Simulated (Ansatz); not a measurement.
# Two runs on C4H2Si3

System: C4H2Si3 (slab, 18 atoms in the cell).
Method of run 1: DFT PBEsol, scalar-relativistic, plane waves, PAW, no spin polarisation (Ansatz 0.2.0).

The structure derives from an entry of the Crystallography Open Database. The input holds or restrains some coordinates. Text and figures count atoms from 1; the logs count them from 0 in places.

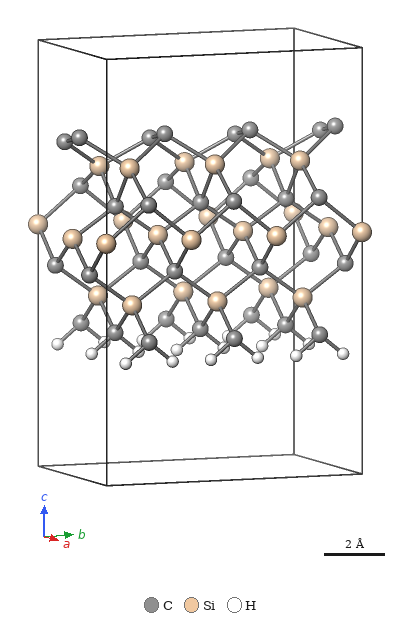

Figure 1. The structure as given in the input (ball-and-stick view of the 1 × 3 repeat of the cell, with the vacuum cut short, seen slightly off an axis). Near neighbours in the crystal (not all of them lie inside the picture): C has 2 H at 1.09 Å and 2 Si at 1.89 Å; Si has 4 C at 1.86 to 2.01 Å; C has 4 Si at 1.86 to 2.01 Å; C has 1 C at 1.36 Å and 2 Si at 1.96 to 1.98 Å; H has 1 C at 1.09 Å.

Input, run 1:
```yaml
crystal:
  lattice:
    - [6.1612406585, 0.0, 0.0]
    - [0.0, 3.0806203293, 0.0]
    - [0.0, 0.0, 20.0373883794]
  atoms:
    - { symbol: C, position: [0.5, 0.5, 0.2321862369] }
    - { symbol: C, position: [0.0, 0.5, 0.2321862369] }
    - { symbol: Si, position: [0.25, 0.5, 0.2865428098] }
    - { symbol: Si, position: [0.75, 0.5, 0.2865428098] }
    - { symbol: C, position: [0.75, 0.0, 0.3408993827] }
    - { symbol: C, position: [0.25, 0.0, 0.3408993827] }
    - { symbol: Si, position: [0.5018900871, 0.0, 0.3938295863] }
    - { symbol: Si, position: [-0.0045753107, 0.0, 0.4016465502] }
    - { symbol: C, position: [-0.0084164147, 0.5, 0.4632109135] }
    - { symbol: C, position: [0.5048469038, 0.5, 0.4454938733] }
    - { symbol: Si, position: [0.7139483018, 0.5, 0.5162457393] }
    - { symbol: Si, position: [0.2696360327, 0.5, 0.5055542551] }
    - { symbol: C, position: [0.3868355117, 0.0, 0.5537325474] }
    - { symbol: C, position: [0.6025251061, 0.0, 0.567606611] }
    - { symbol: H, position: [0.5, 0.2248963861, 0.1983620084] }
    - { symbol: H, position: [0.5, 0.7751036139, 0.1983620084] }
    - { symbol: H, position: [0.0, 0.7747262802, 0.1982371399] }
    - { symbol: H, position: [0.0, 0.2252737198, 0.1982371399] }
basis:
  ecutwfc: 420
kpoints:
  mp_grid: { grid: [4, 8, 1] }
hamiltonian:
  xc: pbesol
scf:
  occupations: { method: gaussian, width: 0.05 }
output:
  forces: true
  eigenvalues: true
relax:
  adjacent_minimum: "off"
  f_tol: 0.03
  max_steps: 30
  constraints:
    - { sites: [0, 1, 2, 3, 4, 5, 14, 15, 16, 17] }
    - { sites: [12, 13], fix: z }
efield:
  axis: 3
  dipole_correction: true
  ramp_width: 0.04
```

Command:
```bash
ansatz run input.yaml --threads 4 --pin off --max-ram 12288MiB --backend cpu --events-out ev --progress --plain --runs-dir out
```

Hardware: 4 threads of Arm Neoverse V2, 24 GiB of memory available, shared host.

Output, shortened to warnings, some set-up lines, iterations and results (run 1):
```
Basis set: ecut = 420 eV, 7437 PW (Γ), exchange–correlation on 90×48×270 points (8 copies of the dense FFT grid, shifted against one another)
Symmetry: 2 space group operations
k-points: 15 of 32 (time reversal used)
Initial density: superposition of atomic densities (neutral atoms: chi_scale 0, normalization atom), corrected by the library's trained network
[...]
SCF iter   1: F=—  HF=-5763.584168 eV  |F-HF|=—  |Δ(HF+E_count)|=         —  Δρ=6.01e-3  dr2=2.84e-1  ethr=1.77e-3  p=-0.238 e·Å  D=-1.13e-1 V/Å  ΔV_dip=2.27 eV  …
SCF iter   2: F=—  HF=-5763.717476 eV  |F-HF|=—  |Δ(HF+E_count)|=   1.33e-1  Δρ=8.01e-3  dr2=8.24e-1  ethr=4.74e-4  p=-0.065 e·Å  D=-3.11e-2 V/Å  ΔV_dip=0.62 eV  …
SCF iter   3: F=—  HF=-5763.534202 eV  |F-HF|=—  |Δ(HF+E_count)|=   1.83e-1  Δρ=1.86e-3  dr2=3.84e-2  ethr=4.74e-4  p=-0.220 e·Å  D=-1.05e-1 V/Å  ΔV_dip=2.10 eV  …
SCF iter   4: F=—  HF=-5763.527275 eV  |F-HF|=—  |Δ(HF+E_count)|=   6.93e-3  Δρ=7.10e-4  dr2=4.69e-3  ethr=6.41e-5  p=-0.188 e·Å  D=-8.94e-2 V/Å  ΔV_dip=1.79 eV  …
SCF iter   5: F=—  HF=-5763.526736 eV  |F-HF|=—  |Δ(HF+E_count)|=   5.39e-4  Δρ=2.83e-4  dr2=4.37e-4  ethr=7.81e-6  p=-0.192 e·Å  D=-9.12e-2 V/Å  ΔV_dip=1.83 eV  …
[... 30 lines ...]
SCF iter   5: F=—  HF=-5763.592206 eV  |F-HF|=—  |Δ(HF+E_count)|=   4.95e-6  Δρ=1.53e-5  dr2=1.53e-6  ethr=4.42e-8  p=-0.177 e·Å  D=-8.41e-2 V/Å  ΔV_dip=1.69 eV  …
SCF iter   6: F=—  HF=-5763.592206 eV  |F-HF|=—  |Δ(HF+E_count)|=   7.89e-7  Δρ=7.51e-6  dr2=3.79e-7  ethr=2.56e-9  p=-0.177 e·Å  D=-8.41e-2 V/Å  ΔV_dip=1.68 eV  …
SCF iter   7: F=-5763.592207 eV  HF=-5763.592207 eV  |F-HF|=2.95e-8  |Δ(HF+E_count)|=   2.47e-7  Δρ=2.48e-6  dr2=3.37e-8  ethr=1.67e-10  p=-0.177 e·Å  D=-8.41e-2 V/Å  …
SCF 5 converged in 7 iterations: F = -5763.592207 eV  dr2 = 3.37e-8
relax step   5: F+E_penalty+E_count = -5763.59220658 eV  Δ(F+E_penalty+E_count) = -5.794e-4 eV  max|allowed force component| = 6.780e-3 eV/Å  Δτ_max = 0.0100 Å  (7 SCF iters, …
SCF converged after 7 iterations
Free energy (F): -5763.592207 eV
Harris-Foulkes:  -5763.592207 eV  (|F-HF|=2.95e-8)
Internal energy: -5763.590434 eV  (E = F + TS)
E sigma→0 (E₀):  -5763.591320 eV
Entropy (-TS):   -0.001772 eV (-0.098 meV/atom)
Fermi energy:    1.539501 eV
Dipole field:    D = -0.084044 V/Å  (p = -0.176642 e·Å, saw-weighted, corrected)
Work function:   Φ+ = 4.8622 eV   Φ− = 3.1784 eV
Levels:          The Fermi level and band energies are counted from a zero that moves with the ramp; work functions are not
--- Per-component energies (eV) ---
  E_band       = -337.795046
  E_kinetic    = 1031.751670
  E_local      = -20595.471494  (includes V_loc(G=0)·N_el)
  E_nonlocal   = 372.701388
  E_hartree    = 9867.155746
  E_xc         = -751.917132
  E_vxc        = -810.747799  (∫ρ·V_xc dr)
  E_paw        = -3757.526805  (= ΣΔE_a)
  E_vpaw       = -70.548393  (= ΣTr[D̂ρ^β])
  E_aug_tail   = -0.005211  (compensation charges beyond the density's cutoff)
  E_efield     = 0.007423  (sawtooth field / dipole correction)
  E_vefield    = 0.219405  (∫n·V_field dr)
  E_ewald      = 8069.355813
  E_core_change = 0.358168  (= ΣΔE_core)
  E_smearing   = -0.001772  (= −TS)
  E_closure    = -0.000000  (closes the sum)
  Σ components = -5763.592207   (vs F -5763.592207, Δ=0.00e0)
--- Forces (eV/Å), atoms counted from 1 ---
  atom   1  C      0.00271540     0.00000000     0.71817115
  atom   2  C     -0.00163955     0.00000000     0.55228315
  atom   3  Si    -0.40751860     0.00000000    -0.34969220
  atom   4  Si     0.40606133     0.00000000    -0.38014703
  atom   5  C      0.62491803     0.00000000     0.60206567
  atom   6  C     -0.62813229     0.00000000     0.88787133
  atom   7  Si     0.00212603     0.00000000    -0.00146867
  atom   8  Si     0.00155395     0.00000000    -0.00444795
  atom   9  C      0.00420398     0.00000000    -0.00176453
  atom  10  C     -0.00268631     0.00000000    -0.00024396
  atom  11  Si    -0.00414527     0.00000000     0.00678042
  atom  12  Si    -0.00234629     0.00000000     0.00004476
  atom  13  C      0.00104634     0.00000000     0.47678226
  atom  14  C      0.00169513     0.00000000    -2.49849583
  atom  15  H      0.00014734    -0.00209318    -0.00611292
  atom  16  H      0.00014734     0.00209318    -0.00611292
  atom  17  H      0.00095628    -0.00069750     0.00214914
  atom  18  H      0.00095628     0.00069750     0.00214914
  max |Σ_I F_I| component: 1.89e-4 eV/Å
--- Relaxed structure (5 steps of the walk, 5 accepted, 0 SCFs on fresh bases) ---
  F+E_penalty+E_count = -5763.59220658 eV   max|allowed force component| = 6.780e-3 eV/Å
  atoms:
    - { symbol: C, position: [0.5, 0.49999999999999994, 0.23218623689999998] }
[...]
```

The input of run 2 differs as follows (lines with − go, lines with + come):
```diff
-  ecutwfc: 420
+  ecutwfc: "200 eV"
-  xc: pbesol
+  xc: rpbe
```

How does run 2 compare with run 1?

The total energies belong to different methods, so their difference says nothing on which is more stable or more accurate. The largest force goes from 2.498 to 1.507 eV/Å. The functional changes from PBEsol to RPBE. The number of SCF iterations is the same. On the same kind of shared host run 2 took about 0.35 times as long.

Output, shortened to warnings, some set-up lines, iterations and results (run 2):
```
Warning: basis.ecutwfc = 200 eV is below the records' recommended 420 eV, and the density's cutoff is lower with it unless basis.ecutrho_ratio is high enough to keep the records' density cutoff: compare with a run at a higher cutoff
WARN: efield: at this solve's end the planar-averaged density reaches 3.82e-5 e/Å³ inside the ramp window [0.8130, 0.9528] (bound 1e-5 e/Å³), and -2.21e-5 e/Å³ on another of its planes; by the running means of the window's planes the mean density over a ramp is at most 2.18e-5 e/Å³, which is held to the bound (the quickstart, § The vacuum guard, A window that rings); the window's nearer edge …
WARN: efield: at this solve's end the planar-averaged density reaches 3.81e-5 e/Å³ inside the ramp window [0.8130, 0.9528] (bound 1e-5 e/Å³), and -2.20e-5 e/Å³ on another of its planes; by the running means of the window's planes the mean density over a ramp is at most 2.18e-5 e/Å³, which is held to the bound (the quickstart, § The vacuum guard, A window that rings); the window's nearer edge …
WARN: efield: at this solve's end the planar-averaged density reaches 3.79e-5 e/Å³ inside the ramp window [0.8130, 0.9528] (bound 1e-5 e/Å³), and -2.17e-5 e/Å³ on another of its planes; by the running means of the window's planes the mean density over a ramp is at most 2.17e-5 e/Å³, which is held to the bound (the quickstart, § The vacuum guard, A window that rings); the window's nearer edge …
WARN: efield: at this solve's end the planar-averaged density reaches 3.78e-5 e/Å³ inside the ramp window [0.8130, 0.9528] (bound 1e-5 e/Å³), and -2.17e-5 e/Å³ on another of its planes; by the running means of the window's planes the mean density over a ramp is at most 2.17e-5 e/Å³, which is held to the bound (the quickstart, § The vacuum guard, A window that rings); the window's nearer edge …
Basis set: ecut = 200 eV, 2431 PW (Γ), exchange–correlation on 60×30×192 points (8 copies of the dense FFT grid, shifted against one another)
Symmetry: 2 space group operations
k-points: 15 of 32 (time reversal used)
Initial density: superposition of atomic densities (neutral atoms: chi_scale 0, normalization atom), corrected by the library's trained network
[...]
SCF iter   1: F=—  HF=-5900.349360 eV  |F-HF|=—  |Δ(HF+E_count)|=         —  Δρ=2.75e-2  dr2=1.61e0  ethr=1.77e-3  p=-0.238 e·Å  D=-1.13e-1 V/Å  ΔV_dip=2.27 eV  …
SCF iter   2: F=—  HF=-5900.713370 eV  |F-HF|=—  |Δ(HF+E_count)|=   3.64e-1  Δρ=1.76e-2  dr2=2.17e0  ethr=1.77e-3  p=-0.012 e·Å  D=-5.53e-3 V/Å  ΔV_dip=0.11 eV  …
SCF iter   3: F=—  HF=-5900.153059 eV  |F-HF|=—  |Δ(HF+E_count)|=   5.60e-1  Δρ=3.87e-3  dr2=2.04e-1  ethr=1.77e-3  p=-0.270 e·Å  D=-1.29e-1 V/Å  ΔV_dip=2.58 eV  …
SCF iter   4: F=—  HF=-5900.109486 eV  |F-HF|=—  |Δ(HF+E_count)|=   4.36e-2  Δρ=1.76e-3  dr2=2.56e-2  ethr=3.40e-4  p=-0.163 e·Å  D=-7.76e-2 V/Å  ΔV_dip=1.56 eV  …
SCF iter   5: F=—  HF=-5900.104594 eV  |F-HF|=—  |Δ(HF+E_count)|=   4.89e-3  Δρ=5.01e-4  dr2=1.90e-3  ethr=4.27e-5  p=-0.178 e·Å  D=-8.46e-2 V/Å  ΔV_dip=1.69 eV  …
[... 30 lines ...]
SCF iter   5: F=—  HF=-5900.243039 eV  |F-HF|=—  |Δ(HF+E_count)|=   2.03e-6  Δρ=1.66e-5  dr2=1.41e-6  ethr=2.09e-8  p=-0.172 e·Å  D=-8.17e-2 V/Å  ΔV_dip=1.64 eV  …
SCF iter   6: F=—  HF=-5900.243039 eV  |F-HF|=—  |Δ(HF+E_count)|=   3.07e-7  Δρ=7.85e-6  dr2=3.69e-7  ethr=2.35e-9  p=-0.172 e·Å  D=-8.17e-2 V/Å  ΔV_dip=1.64 eV  …
SCF iter   7: F=-5900.243040 eV  HF=-5900.243040 eV  |F-HF|=5.19e-8  |Δ(HF+E_count)|=   5.08e-7  Δρ=2.63e-6  dr2=4.84e-8  ethr=1.67e-10  p=-0.172 e·Å  D=-8.17e-2 V/Å  …
SCF 5 converged in 7 iterations: F = -5900.243040 eV  dr2 = 4.84e-8
relax step   5: F+E_penalty+E_count = -5900.24303984 eV  Δ(F+E_penalty+E_count) = -4.959e-4 eV  max|allowed force component| = 1.088e-2 eV/Å  Δτ_max = 0.0074 Å  (7 SCF iters, …
SCF converged after 7 iterations
Free energy (F): -5900.243040 eV
Harris-Foulkes:  -5900.243040 eV  (|F-HF|=5.19e-8)
Internal energy: -5900.241261 eV  (E = F + TS)
E sigma→0 (E₀):  -5900.242151 eV
Entropy (-TS):   -0.001779 eV (-0.099 meV/atom)
Fermi energy:    1.639628 eV
Dipole field:    D = -0.081651 V/Å  (p = -0.171613 e·Å, saw-weighted, corrected)
Work function:   Φ+ = 4.8398 eV   Φ− = 3.2045 eV
Levels:          The Fermi level and band energies are counted from a zero that moves with the ramp; work functions are not
Vacuum region:   at the solve's end the planar-averaged density reaches 3.78e-5 e/Å³ inside the ramp window [0.8130, 0.9528] (bound 1e-5 e/Å³), and -2.17e-5 e/Å³ on another of its planes; by the running means of the window's planes the mean density over a ramp is at most 2.17e-5 e/Å³, which is held …
--- Per-component energies (eV) ---
  E_band       = -332.495771
  E_kinetic    = 1034.936017
  E_local      = -20510.033357  (includes V_loc(G=0)·N_el)
  E_nonlocal   = 337.616789
  E_hartree    = 9839.500284
  E_xc         = -768.109560
  E_vxc        = -822.561561  (∫ρ·V_xc dr)
  E_paw        = -3887.802309  (= ΣΔE_a)
  E_vpaw       = -51.698592  (= ΣTr[D̂ρ^β])
  E_aug_tail   = 0.035098  (compensation charges beyond the density's cutoff)
  E_efield     = 0.007006  (sawtooth field / dipole correction)
  E_vefield    = 0.219518  (∫n·V_field dr)
  E_ewald      = 8053.871183
  E_core_change = -0.262414  (= ΣΔE_core)
  E_smearing   = -0.001779  (= −TS)
  E_closure    = 0.000000  (closes the sum)
  Σ components = -5900.243040   (vs F -5900.243040, Δ=0.00e0)
--- Forces (eV/Å), atoms counted from 1 ---
  atom   1  C      0.00285240     0.00000000    -0.16599286
  atom   2  C     -0.00139926     0.00000000    -0.33884750
  atom   3  Si    -0.43346487     0.00000000    -0.38405475
  atom   4  Si     0.43166845     0.00000000    -0.40953279
  atom   5  C      0.79233603     0.00000000     0.65235308
  atom   6  C     -0.79572839     0.00000000     0.97283900
  atom   7  Si     0.00061060     0.00000000    -0.00572662
  atom   8  Si     0.00107723     0.00000000    -0.01087749
  atom   9  C     -0.00040094     0.00000000     0.00443521
  atom  10  C     -0.00162824     0.00000000     0.00074688
  atom  11  Si    -0.00187520     0.00000000     0.00326574
  atom  12  Si     0.00447495     0.00000000     0.00469788
  atom  13  C      0.00536689     0.00000000     1.10217728
  atom  14  C     -0.00497519     0.00000000    -1.50707811
  atom  15  H     -0.00045949     0.16337362     0.01818803
  atom  16  H     -0.00045949    -0.16337362     0.01818803
  atom  17  H      0.00101003    -0.16408378     0.02264182
[...]
```

The two runs side by side:

```tsv
quantity	run 1	run 2
outcome	converged	converged
free energy per atom (eV)	−320.1996	−327.7913
gap on the mesh (eV)	0.00	0.00
work function (eV)	4.86	–
largest force (eV/Å)	2.498	1.507
SCF iterations	30	30
irreducible k-points	15	15
wall time (shared host)	34 s	12 s
```

For run 2: These settings are looser than, or depart from, a standard set-up, so the numbers are not reference values for this system. Warnings: the cutoff is below the recommended one; the density in the vacuum is higher than it should be, so vacuum levels may be off.
